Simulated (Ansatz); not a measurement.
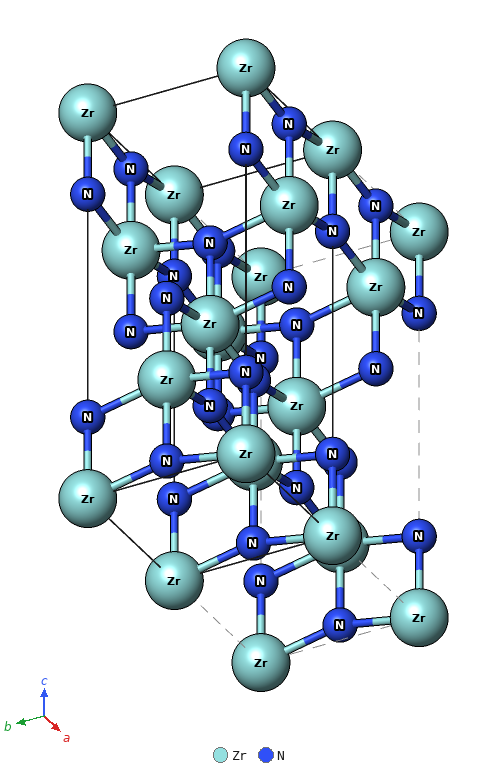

Ball-and-stick model, viewed from a general direction. The solid frame is a single conventional unit cell within a 2×1×1 block. Cell: a = 4.136 Å, b = 4.136 Å, c = 10.340 Å, α = 90.00°, β = 90.00°, γ = 90.00°.

What structure is drawn here?

- It has the composition ZrN₂.
- Space group: I4_1/amd (No. 141). Lattice: body-centred tetragonal.
- Among the common structure types it is anatase.
- With Z = 4, the cell contains 4 Zr, 8 N.
- Each Zr atom is coordinated by six N in a distorted octahedral arrangement at about 2.1 to 2.2 Å. About every N there are three Zr at about 2.1 to 2.2 Å. Not all metal-metal contacts are counted.
- The bonds build a three-dimensional framework.

Its origin is a structure listed in the Materials Project, with elements exchanged, so it need not be a known form of the compound. It was relaxed with Ansatz, DFT LDA, scalar-relativistic, plane waves, PAW.
